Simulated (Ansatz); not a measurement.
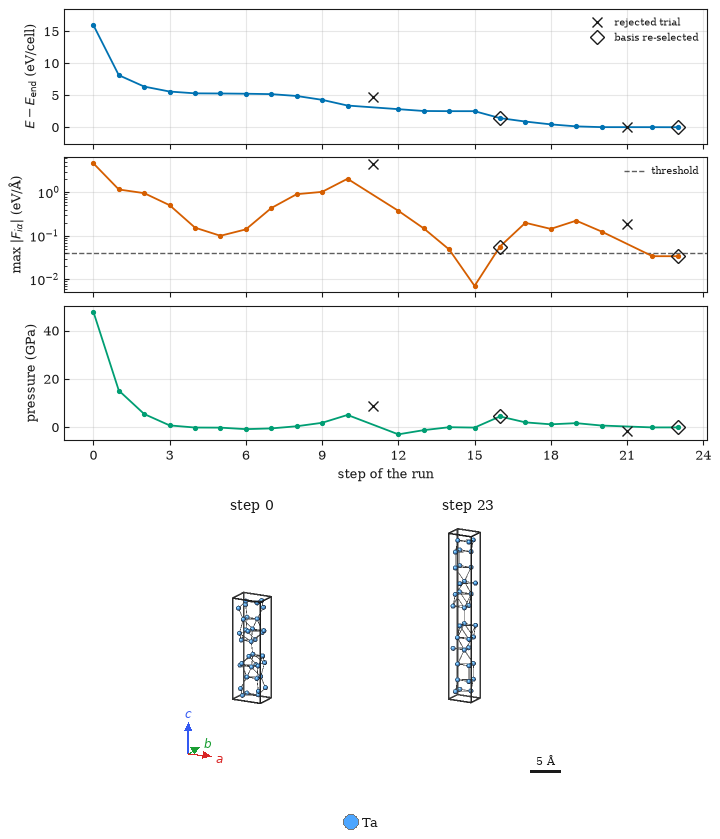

First and last geometry of a relaxation of crystalline Ta (built on the alpha-boron_166 type) (coarse preliminary run), with the history of the run. The picture is a ball-and-stick view of the conventional cell (3 times the calculation's cell), seen slightly off an axis. Lengths and directions refer to the drawn axes.

Case: alpha-boron type (R-3m, No. 166).

Method: DFT PBEsol, scalar-relativistic, plane waves, PAW in Ansatz 0.2.0. Set-up: plane-wave cutoff 420 eV; k-point mesh 3 × 3 × 3; occupations gaussian; smearing width 0.1 eV; no spin polarisation; cell and atoms relaxed; force threshold 0.04 eV/Å; at most 70 steps.

**What do the curves and the structures tell?**

It converged. Over 19 accepted moves (23 points after the start) the energy falls by 15.974 eV per cell of the calculation. The largest force component goes from 4.6 to 0.034 eV/Å. Pressure: 47.85 GPa at the start and −0.06 GPa at the end. The line search rejected the trial steps at points 11, 21 of the run. The SCF was repeated twice at an unchanged geometry on a basis and grid sized afresh for the cell, which shifted the energy by 1.082 eV per cell of the calculation at most. The largest moves relative to the cell, 0.55 Å, are those of Ta atoms. The volume changes by +8.2 %, with a = b 6.838 → 5.553 Å (−18.8 %), c 17.493 → 28.694 Å (+64.0 %). Near-neighbour distances that change, for instance: Ta–Ta 2.503 → 4.578 Å, Ta–Ta 4.400 → 2.769 Å, Ta–Ta 4.039 → 2.818 Å, Ta–Ta 2.324 → 2.721 Å. New bonds form: Ta–Ta (4.04 → 2.82 Å), Ta–Ta (4.40 → 2.77 Å). Bonds break: Ta–Ta (2.50 → 4.58 Å). Among the angles between lasting bonds that change: Ta–Ta–Ta 60.1° → 109.4°, Ta–Ta–Ta 108.9° → 59.8°, Ta–Ta–Ta 107.0° → 60.8°. The space group stays R-3m (No. 166).
